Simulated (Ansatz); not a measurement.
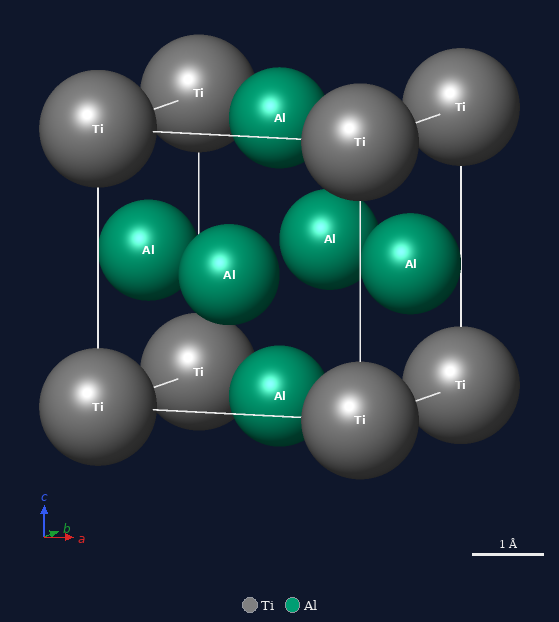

The structure as given in the input (spheres-only view of the cell of the calculation, seen slightly off an axis). An atom can appear more than once, as a periodic image.

**TiAl₃: geometry relaxation**

TiAl₃ (Pm-3m, 4 atoms in the cell), computed with DFT PBEsol, scalar-relativistic, plane waves, PAW, no spin polarisation (Ansatz 0.2.0).

The structure derives from a Materials Project entry.

**Output**
```
Engine: ansatz 0.2.0, aarch64-unknown-linux-gnu
Pseudopotentials: kind: paw
Pseudopotential: Ti, paw, valence charge 12, recommended cutoff 420 eV (normal), Ti.paw.azcp
Pseudopotential: Al, paw, valence charge 3, recommended cutoff 420 eV (normal), Al.paw.azcp
Functional definition: PBEsol
  exchange = pbesol_x
  correlation = pbesol_c
Crystal: 4 atoms, lattice volume = 61.896 Å³
Basis set: ecut = 420 eV, 1213 PW (Γ), exchange–correlation on 54×54×54 points (8 copies of the dense FFT grid, shifted against one another)
Bands: 15, of which v1, the nominal top of the filled ones, is band 11 counted from 1 (10 counted from 0)
Symmetry: 48 space group operations
Space group: Pm-3m (ITA 221), of the structure as read, at distance tolerance 4.0e-5 Å
k-points: 56 of 1000
Non-local potential: Ti, projectors of the file, l = 0: 3, l = 1: 2, l = 2: 3, l = 3: 1
Non-local potential: Al, projectors of the file, l = 0: 2, l = 1: 2, l = 2: 1
PAW form: soft (Blöchl's): semilocal exchange-correlation on the pseudo side does not see the compensation charge
PAW frozen core: Ti, regenerated for the run's functional, and the local potential with it (the file was generated under x = pbe(κ = 0.804, μ = 0.2195149727645171), c = pbe(β = 0.06672455060314922))
PAW frozen core: Al, regenerated for the run's functional, and the local potential with it (the file was generated under x = pbe(κ = 0.804, μ = 0.2195149727645171), c = pbe(β = 0.06672455060314922))
PAW one-centre angular grid: Ti, 590 points (default); XC on 64 Gauss nodes
PAW one-centre angular grid: Al, 110 points (default); XC on 64 Gauss nodes
Initial density: superposition of atomic densities (neutral atoms: chi_scale 0, normalization atom), corrected by the library's trained network
Initial wavefunctions: pseudopotential atomic-orbital guess
Functional: x = pbesol(κ = 0.804, μ = 0.12345679012345678), c = pbesol(β = 0.046)
SCF iter   1: F=—  HF=-4049.058147 eV  |F-HF|=—  |Δ(HF+E_count)|=         —  Δρ=3.07e-3  dr2=7.07e-3  ethr=1.77e-3  ⟨swp⟩=5.4  Hψ=4812  notcnv=0
preconditioner: auto → Kerker (q_TF=auto, 2.279 Å⁻¹)  [metal: Δε(μ)=0.025 eV  Ē_g=5.534 eV  σ=0.100 eV  W_gap=0.14  n_scr=18 (ndim 8)  ℏωp=17.0 eV  f_vac=0.000  D(μ)=2.18/eV (n_scr^D=18)]
SCF iter   2: F=—  HF=-4049.056484 eV  |F-HF|=—  |Δ(HF+E_count)|=   1.66e-3  Δρ=1.70e-3  dr2=2.71e-3  ethr=3.37e-5  ⟨swp⟩=1.0  Hψ=1288  notcnv=0
SCF iter   3: F=—  HF=-4049.055761 eV  |F-HF|=—  |Δ(HF+E_count)|=   7.23e-4  Δρ=1.95e-4  dr2=4.15e-5  ethr=1.29e-5  ⟨swp⟩=2.7  Hψ=1443  notcnv=0
SCF iter   4: F=—  HF=-4049.055841 eV  |F-HF|=—  |Δ(HF+E_count)|=   7.94e-5  Δρ=4.27e-5  dr2=9.06e-7  ethr=1.98e-7  ⟨swp⟩=2.2  Hψ=1154  notcnv=0
iter 5 did not close the SCF: its close was put off for the readings that it lacked (scf_convergence_deferred on its scf_iter line)
SCF iter   5: F=-4049.055840 eV  HF=-4049.055840 eV  |F-HF|=1.99e-8  |Δ(HF+E_count)|=   1.24e-7  Δρ=7.16e-6  dr2=4.09e-8  ethr=4.31e-9  ⟨swp⟩=2.3  Hψ=1108  notcnv=0
SCF iter   6: F=-4049.055840 eV  HF=-4049.055840 eV  |F-HF|=5.40e-10  |Δ(HF+E_count)|=   9.87e-9  Δρ=1.35e-6  dr2=1.22e-9  ethr=1.95e-10  ⟨swp⟩=2.3  Hψ=2728  notcnv=0
SCF 1 converged in 6 iterations: F = -4049.055840 eV  dr2 = 1.22e-9
  greatest PAW one-centre occupation: 0.999 electrons in one spin orbital (limit 2), on the Ti atom at site 0 (counted from 0), in its partial waves of l = 0
relax step   1: F+E_penalty+E_count = -4049.05584040 eV  Δ(F+E_penalty+E_count) = +0.000e0 eV  max|allowed force component| = 8.875e-31 eV/Å  Δτ_max = 0.0000 Å  P = -0.621 GPa  Ω = 61.896 Å³  (6 SCF iters, dr2 threshold 1.00e-7 eV, accepted)
Crystal: 4 atoms, lattice volume = 61.434 Å³
Initial density: handed on by an earlier stage of this run
Initial wavefunctions: those handed on with the density
iter 1 solved again at ethr=4.48e-7 eV; its pass at ethr=3.10e-3 eV (dr2=9.40e-5 eV) is discarded
SCF iter   1: F=—  HF=-4049.056548 eV  |F-HF|=—  |Δ(HF+E_count)|=         —  Δρ=2.68e-4  dr2=8.49e-5  ethr=4.48e-7  ⟨swp⟩=2.1  Hψ=5297  notcnv=0
preconditioner: auto → Kerker (q_TF=auto, 2.281 Å⁻¹)  [metal: Δε(μ)=0.042 eV  Ē_g=5.566 eV  σ=0.100 eV  W_gap=0.23  n_scr=18 (ndim 8)  ℏωp=17.1 eV  f_vac=0.000  D(μ)=2.16/eV (n_scr^D=18)]
SCF iter   2: F=—  HF=-4049.056604 eV  |F-HF|=—  |Δ(HF+E_count)|=   5.55e-5  Δρ=1.68e-4  dr2=3.41e-5  ethr=4.04e-7  ⟨swp⟩=1.0  Hψ=840  notcnv=0
SCF iter   3: F=—  HF=-4049.056590 eV  |F-HF|=—  |Δ(HF+E_count)|=   1.40e-5  Δρ=2.55e-5  dr2=5.20e-7  ethr=1.63e-7  ⟨swp⟩=2.4  Hψ=1166  notcnv=0
iter 4 did not close the SCF: its close was put off for the readings that it lacked (scf_convergence_deferred on its scf_iter line)
SCF iter   4: F=-4049.056589 eV  HF=-4049.056589 eV  |F-HF|=4.03e-8  |Δ(HF+E_count)|=   2.20e-7  Δρ=6.97e-6  dr2=4.61e-8  ethr=2.48e-9  ⟨swp⟩=2.0  Hψ=1162  notcnv=0
iter 5 did not close the SCF: its close was put off for the readings that it lacked (scf_convergence_deferred on its scf_iter line)
SCF iter   5: F=-4049.056589 eV  HF=-4049.056589 eV  |F-HF|=6.37e-10  |Δ(HF+E_count)|=   6.53e-9  Δρ=1.46e-6  dr2=1.01e-9  ethr=2.19e-10  ⟨swp⟩=2.1  Hψ=1009  notcnv=0
SCF iter   6: F=-4049.056589 eV  HF=-4049.056589 eV  |F-HF|=2.09e-11  |Δ(HF+E_count)|=  1.99e-10  Δρ=2.70e-7  dr2=3.81e-11  ethr=4.82e-12  ⟨swp⟩=1.0  Hψ=2465  notcnv=0
SCF 2 converged in 6 iterations: F = -4049.056589 eV  dr2 = 3.81e-11
relax step   2: F+E_penalty+E_count = -4049.05658929 eV  Δ(F+E_penalty+E_count) = -7.489e-4 eV  max|allowed force component| = 4.109e-31 eV/Å  Δτ_max = 0.0000 Å  P = +0.215 GPa  Ω = 61.434 Å³  energy of the carried Pulay correction = +1.571e-4 eV  (6 SCF iters, dr2 threshold 4.00e-7 eV, accepted)
Crystal: 4 atoms, lattice volume = 61.552 Å³
iter 1 solved again at ethr=3.10e-8 eV; its pass at ethr=3.10e-3 eV (dr2=6.52e-6 eV) is discarded
SCF iter   1: F=—  HF=-4049.056549 eV  |F-HF|=—  |Δ(HF+E_count)|=         —  Δρ=6.90e-5  dr2=5.64e-6  ethr=3.10e-8  ⟨swp⟩=2.0  Hψ=5193  notcnv=0
preconditioner: auto → Kerker (q_TF=auto, 2.281 Å⁻¹)  [metal: Δε(μ)=0.044 eV  Ē_g=5.559 eV  σ=0.100 eV  W_gap=0.25  n_scr=18 (ndim 8)  ℏωp=17.1 eV  f_vac=0.000  D(μ)=2.17/eV (n_scr^D=18)]
SCF iter   2: F=—  HF=-4049.056628 eV  |F-HF|=—  |Δ(HF+E_count)|=   7.95e-5  Δρ=4.35e-5  dr2=2.32e-6  ethr=2.69e-8  ⟨swp⟩=1.0  Hψ=840  notcnv=0
iter 3 did not close the SCF: its close was put off for the readings that it lacked (scf_convergence_deferred on its scf_iter line)
SCF iter   3: F=-4049.056628 eV  HF=-4049.056628 eV  |F-HF|=1.97e-8  |Δ(HF+E_count)|=   9.28e-7  Δρ=7.05e-6  dr2=3.43e-8  ethr=1.10e-8  ⟨swp⟩=2.2  Hψ=1157  notcnv=0
iter 4 did not close the SCF: its close was put off for the readings that it lacked (scf_convergence_deferred on its scf_iter line)
SCF iter   4: F=-4049.056628 eV  HF=-4049.056628 eV  |F-HF|=4.93e-10  |Δ(HF+E_count)|=   1.42e-8  Δρ=1.30e-6  dr2=9.51e-10  ethr=1.63e-10  ⟨swp⟩=2.3  Hψ=1267  notcnv=0
iter 5 did not close the SCF: its close was put off for the readings that it lacked (scf_convergence_deferred on its scf_iter line)
SCF iter   5: F=-4049.056628 eV  HF=-4049.056628 eV  |F-HF|=1.46e-11  |Δ(HF+E_count)|=  3.91e-10  Δρ=2.12e-7  dr2=2.56e-11  ethr=4.53e-12  ⟨swp⟩=2.2  Hψ=1251  notcnv=0
SCF iter   6: F=-4049.056628 eV  HF=-4049.056628 eV  |F-HF|=2.27e-12  |Δ(HF+E_count)|=  5.91e-12  Δρ=6.99e-8  dr2=2.63e-12  ethr=1.00e-12  ⟨swp⟩=1.0  Hψ=1904  notcnv=0
SCF 3 converged in 6 iterations: F = -4049.056628 eV  dr2 = 2.63e-12
relax step   3: F+E_penalty+E_count = -4049.05662751 eV  Δ(F+E_penalty+E_count) = -3.822e-5 eV  max|allowed force component| = 1.335e-31 eV/Å  Δτ_max = 0.0000 Å  P = -0.002 GPa  Ω = 61.552 Å³  energy of the carried Pulay correction = +1.168e-4 eV  (6 SCF iters, dr2 threshold 1.16e-7 eV, accepted)
Initial wavefunctions: pseudopotential atomic-orbital guess (no wavefunctions were taken with the density)
iter 1 solved again at ethr=5.59e-8 eV; its pass at ethr=3.10e-3 eV (dr2=1.17e-5 eV) is discarded
SCF iter   1: F=—  HF=-4049.056433 eV  |F-HF|=—  |Δ(HF+E_count)|=         —  Δρ=5.11e-6  dr2=7.88e-9  ethr=5.59e-8  ⟨swp⟩=2.7  Hψ=6905  notcnv=0
preconditioner: auto → Kerker (q_TF=auto, 2.281 Å⁻¹)  [metal: Δε(μ)=0.044 eV  Ē_g=5.559 eV  σ=0.100 eV  W_gap=0.24  n_scr=18 (ndim 8)  ℏωp=17.1 eV  f_vac=0.000  D(μ)=2.17/eV (n_scr^D=18)]
SCF iter   2: F=—  HF=-4049.056514 eV  |F-HF|=—  |Δ(HF+E_count)|=   8.17e-5  Δρ=2.53e-6  dr2=8.15e-10  ethr=3.75e-11  ⟨swp⟩=2.0  Hψ=1456  notcnv=0
SCF iter   3: F=—  HF=-4049.056514 eV  |F-HF|=—  |Δ(HF+E_count)|=  6.53e-10  Δρ=1.37e-6  dr2=2.71e-10  ethr=3.88e-12  ⟨swp⟩=1.0  Hψ=846  notcnv=0
iter 4 did not close the SCF: its close was put off for the readings that it lacked (scf_convergence_deferred on its scf_iter line)
SCF iter   4: F=-4049.056514 eV  HF=-4049.056514 eV  |F-HF|=9.09e-12  |Δ(HF+E_count)|=  2.60e-10  Δρ=1.31e-7  dr2=1.43e-11  ethr=1.29e-12  ⟨swp⟩=2.4  Hψ=1211  notcnv=0
iter 5 did not close the SCF: its close was put off for the readings that it lacked (scf_convergence_deferred on its scf_iter line)
SCF iter   5: F=-4049.056514 eV  HF=-4049.056514 eV  |F-HF|=2.27e-12  |Δ(HF+E_count)|=  2.73e-12  Δρ=7.23e-8  dr2=3.99e-12  ethr=1.00e-12  ⟨swp⟩=1.0  Hψ=840  notcnv=0
iter 6 did not close the SCF: its close was put off for the readings that it lacked (scf_convergence_deferred on its scf_iter line)
SCF iter   6: F=-4049.056514 eV  HF=-4049.056514 eV  |F-HF|=4.55e-13  |Δ(HF+E_count)|=  1.36e-12  Δρ=2.84e-8  dr2=5.46e-13  ethr=1.00e-12  ⟨swp⟩=1.0  Hψ=840  notcnv=0
iter 7 did not close the SCF: its close was put off for the readings that it lacked (scf_convergence_deferred on its scf_iter line)
SCF iter   7: F=-4049.056514 eV  HF=-4049.056514 eV  |F-HF|=4.55e-13  |Δ(HF+E_count)|=  9.09e-13  Δρ=3.30e-9  dr2=7.98e-15  ethr=1.00e-12  ⟨swp⟩=1.0  Hψ=840  notcnv=0
SCF iter   8: F=-4049.056514 eV  HF=-4049.056514 eV  |F-HF|=9.09e-13  |Δ(HF+E_count)|=  4.55e-13  Δρ=4.90e-10  dr2=1.30e-16  ethr=1.00e-12  ⟨swp⟩=1.0  Hψ=1904  notcnv=0
SCF 4 converged in 8 iterations: F = -4049.056514 eV  dr2 = 1.30e-16
relax step   4: F+E_penalty+E_count = -4049.05651434 eV  Δ(F+E_penalty+E_count) = +1.132e-4 eV  max|allowed force component| = 9.039e-32 eV/Å  Δτ_max = 0.0000 Å  P = -0.006 GPa  Ω = 61.552 Å³  stress off target by 6.01e-3 GPa  SCF on the basis re-selected at this cell (its energy is not comparable with the rows above)  (8 SCF iters)
```

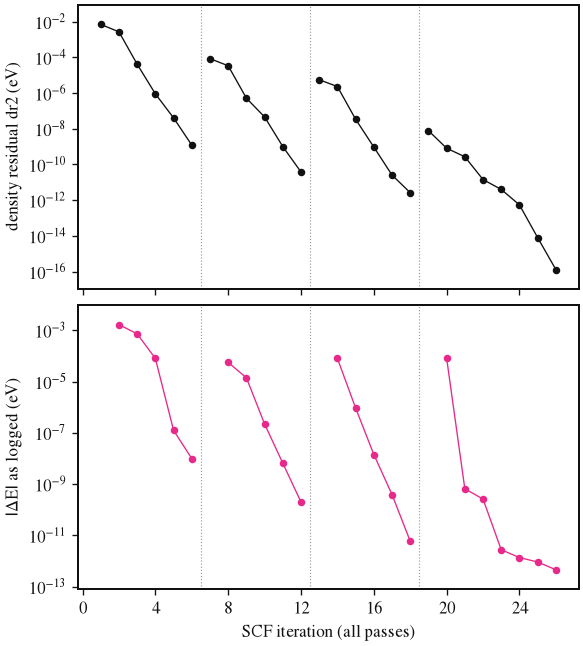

Convergence of the self-consistent field: density residual dr2 and size of the energy change against the SCF iteration. The dotted lines part the SCF passes of the relaxation: geometry steps, rejected trials and re-solves on a re-selected basis. The passes take 6, 6, 6 and 8 iterations.

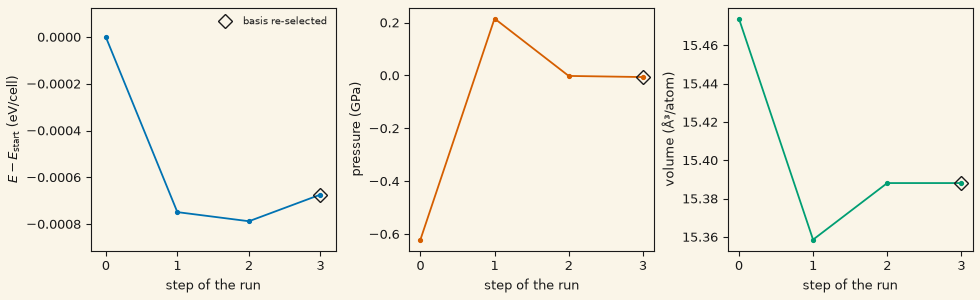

Progress of the relaxation, step by step (the first geometry is step 0 here and step 1 in the log). After 2 geometry steps the energy has fallen by 0.8 meV per cell of the calculation. All forces vanish by symmetry, so only the cell relaxes. Pressure: −0.62 GPa at the start and −0.01 GPa at the end. No atom moves by more than 0.005 Å relative to the cell. A last SCF at the same geometry on a re-selected plane-wave basis shifts the energy by +0.1 meV per cell of the calculation.

```
basis re-selected at this cell: Δ(F+E_penalty+E_count) = +1.132e-4 eV, ΔP = -0.004 GPa vs the last step (what re-selecting the basis moved, of the pressure what is left beyond the Pulay correction that the steps carried, after the strain that the cell walked since its last selection, with what the two solves' SCF thresholds leave and, on support functions, any second-order correction that the steps lacked; it is no measure of the basis error at this ecutwfc). This SCF's stress stands 6.01e-3 GPa from its target on what of the cell is left free (relax.cell.stress_tol is 5.00e-2 GPa) and its largest allowed force component is 9.04e-32 eV/Å (relax.f_tol is 5.00e-3 eV/Å): within both
SCF converged after 8 iterations
Free energy (F): -4049.056514 eV
Harris-Foulkes:  -4049.056514 eV  (|F-HF|=9.09e-13)
Internal energy: -4049.045666 eV  (E = F + TS)
E sigma→0 (E₀):  -4049.051090 eV
Entropy (-TS):   -0.010848 eV (-2.712 meV/atom)
Fermi energy:    10.491567 eV
--- Per-component energies (eV) ---
  E_band       = -145.251708
  E_kinetic    = 346.181826
  E_local      = -1183.111052  (includes V_loc(G=0)·N_el)
  E_nonlocal   = 42.154237
  E_hartree    = 522.240524
  E_xc         = -216.989275
  E_vxc        = -211.691981  (∫ρ·V_xc dr)
  E_paw        = -2388.192821  (= ΣΔE_a)
  E_vpaw       = -183.265885  (= ΣTr[D̂ρ^β])
  E_aug_tail   = 0.000101  (compensation charges beyond the density's cutoff)
  E_ewald      = -1171.526007
  E_core_change = 0.196801  (= ΣΔE_core)
  E_smearing   = -0.010848  (= −TS)
  E_closure    = 0.000000  (closes the sum)
  Σ components = -4049.056514   (vs F -4049.056514, Δ=0.00e0)
--- Forces (eV/Å), atoms counted from 1 ---
  atom   1  Ti     0.00000000     0.00000000     0.00000000
  atom   2  Al    -0.00000000    -0.00000000     0.00000000
  atom   3  Al    -0.00000000    -0.00000000     0.00000000
  atom   4  Al     0.00000000    -0.00000000     0.00000000
  max |Σ_I F_I| component: 2.47e-31 eV/Å
--- Stress (GPa, compression-positive) ---
       -0.006013      -0.000000       0.000000
       -0.000000      -0.006013       0.000000
        0.000000       0.000000      -0.006013
  P = ⅓ Tr σ = -0.0060 GPa (-0.060 kbar)
--- Band table (eV; the first three rows and the last of 56) ---
  k-point 0: bands = ["-46.2176", "-22.6322", "-22.6322", "-22.6322", "-0.3864", "7.3431", "7.3431", "8.2978", "8.2978", "8.2978", "10.6192", "10.6192", "10.6192", "11.1517", "14.6084"]
  k-point 1: bands = ["-46.2175", "-22.6342", "-22.6321", "-22.6321", "-0.2886", "6.6104", "7.4082", "8.2907", "8.2907", "8.6912", "10.6417", "10.6437", "10.6437", "11.5786", "14.2732"]
  k-point 2: bands = ["-46.2173", "-22.6396", "-22.6317", "-22.6317", "0.0021", "5.4140", "7.5933", "8.2684", "8.2684", "9.2216", "10.7021", "10.7310", "10.7310", "12.3142", "13.5274"]
  k-point 55: bands = ["-46.2152", "-22.6481", "-22.6481", "-22.6481", "5.2951", "5.2951", "5.2951", "5.4596", "6.9523", "6.9523", "6.9523", "10.6443", "11.6777", "11.6777", "13.2932"]
--- Relaxed structure (3 steps of the walk, 3 accepted, 1 SCFs on fresh bases) ---
  F+E_penalty+E_count = -4049.05651434 eV   max|allowed force component| = 9.039e-32 eV/Å   (the final SCF, on the basis selected at the relaxed cell)
  cell:  # Å, volume = 61.5524 Å³
    - [3.9483448100899023, 3.611118645726067e-35, 0.0]
    - [4.012354050806743e-36, 3.9483448100899023, -1.6049416203226965e-35]
    - [0.0, -1.6049416203226965e-35, 3.9483448100899023]
  atoms:
    - { symbol: Ti, position: [-7.163702110943265e-36, -5.547114466429366e-38, 5.864092435949067e-37] }
    - { symbol: Al, position: [0.5, 0.5, -3.011290710350893e-37] }
    - { symbol: Al, position: [0.5, -5.547114466423573e-38, 0.5] }
    - { symbol: Al, position: [9.509339085322713e-37, 0.5, 0.5] }
```

**Trajectory as extended XYZ (Å, eV, eV/Å), 4 frames, from step=1 to step=4**
```
4
Lattice="3.9557 0.0000 0.0000 0.0000 3.9557 0.0000 0.0000 0.0000 3.9557" Properties=species:S:1:pos:R:3:forces:R:3 step=1 energy=-4049.05584 pressure_GPa=-0.62
Ti    0.0000    0.0000    0.0000    0.0000   0.0000   0.0000
Al    1.9778    1.9778    0.0000    0.0000   0.0000   0.0000
Al    1.9778    0.0000    1.9778    0.0000   0.0000   0.0000
Al    0.0000    1.9778    1.9778    0.0000   0.0000   0.0000
4
Lattice="3.9458 0.0000 0.0000 0.0000 3.9458 0.0000 0.0000 0.0000 3.9458" Properties=species:S:1:pos:R:3:forces:R:3 step=2 energy=-4049.05659 pressure_GPa=0.22
Ti    0.0000    0.0000    0.0000    0.0000   0.0000   0.0000
Al    1.9729    1.9729    0.0000    0.0000   0.0000   0.0000
Al    1.9729    0.0000    1.9729    0.0000   0.0000   0.0000
Al    0.0000    1.9729    1.9729    0.0000   0.0000   0.0000
4
Lattice="3.9483 0.0000 0.0000 0.0000 3.9483 0.0000 0.0000 0.0000 3.9483" Properties=species:S:1:pos:R:3:forces:R:3 step=3 energy=-4049.05663 pressure_GPa=-0.00
Ti    0.0000    0.0000    0.0000    0.0000   0.0000   0.0000
Al    1.9742    1.9742    0.0000    0.0000   0.0000   0.0000
Al    1.9742    0.0000    1.9742    0.0000   0.0000   0.0000
Al    0.0000    1.9742    1.9742    0.0000   0.0000   0.0000
4
Lattice="3.9483 0.0000 0.0000 0.0000 3.9483 0.0000 0.0000 0.0000 3.9483" Properties=species:S:1:pos:R:3:forces:R:3 step=4 energy=-4049.05651 pressure_GPa=-0.01
Ti    0.0000    0.0000    0.0000    0.0000   0.0000   0.0000
Al    1.9742    1.9742    0.0000    0.0000   0.0000   0.0000
Al    1.9742    0.0000    1.9742    0.0000   0.0000   0.0000
Al    0.0000    1.9742    1.9742    0.0000   0.0000   0.0000
```

This output came from the following input.

**Input**
```yaml
crystal:
  lattice:
    - [3.95567125, 0.0, 0.0]
    - [0.0, 3.95567125, 0.0]
    - [0.0, 0.0, 3.95567125]
  atoms:
    - { symbol: Ti, position: [0.0, 0.0, 0.0] }
    - { symbol: Al, position: [0.5, 0.5, 0.0] }
    - { symbol: Al, position: [0.5, 0.0, 0.5] }
    - { symbol: Al, position: [0.0, 0.5, 0.5] }
basis:
  ecutwfc: 420
kpoints:
  mp_grid: { grid: [10, 10, 10] }
hamiltonian:
  xc: pbesol
scf:
  occupations: { method: gaussian, width: 0.1 }
output:
  forces: true
  stress: true
  eigenvalues: true
relax:
  adjacent_minimum: "off"
  f_tol: 0.005
  max_steps: 80
  cell: { stress_tol: 0.05 }
```

Run as:
```bash
ansatz run input.yaml --threads 2 --pin off --max-ram 5120MiB --backend cpu --events-out ev --progress --plain --runs-dir out
```

**Results in brief**

- outcome: converged
- space group (tolerance 0.01 Å): Pm-3m (221)
- electrons treated: 21
- free energy: −4049.0565 eV
- Fermi energy: 10.492 eV
- gap on the k-point mesh: none (metallic)
- pressure: −0.01 GPa
- final volume: 61.55 Å³
- largest force (length of the vector) at the end: under 0.001 eV/Å
- final cell: a = 3.948 Å, b = 3.948 Å, c = 3.948 Å, α = 90.00°, β = 90.00°, γ = 90.00°
- hardware: 2 threads of Arm Neoverse V1, 24 GiB of memory available, shared host
- wall time: 7.7 s (CPU time 15 s)
- peak memory: 0.36 GiB
